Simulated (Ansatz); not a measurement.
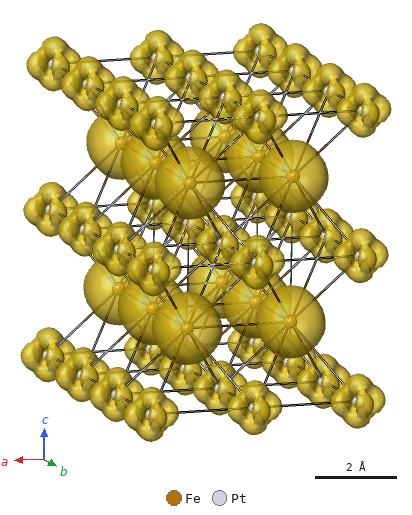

FePt. Isosurfaces of the spin density (up minus down) at +0.15 (yellow) and −0.15 e/Å³ (cyan), seen at an oblique angle. Sticks mark near contacts.

Space group P2/m; changed on purpose from its base cell (strain -0.0200 x Voigt [0, 0, 0, 0, 1, 0], atoms carried along); computed pressure about −4 GPa in this cell; spin-polarised.

Theory: DFT PBEsol, scalar-relativistic, plane waves, PAW in Ansatz.

In a PAW calculation such maps are meaningful between the atoms, not at the nuclei.

Where is the spin, and how is it ordered?

The spin density sits on Fe: +2.9 μB in one cell of 2 atoms, with smaller moments on other sites: Pt (up to +0.39 μB): parallel moments, as they must be, since the calculation's own cell holds one magnetic site. The cell of the calculation (2 atoms) carries 3.3 μB of net spin moment. Only one sign reaches the isovalue.
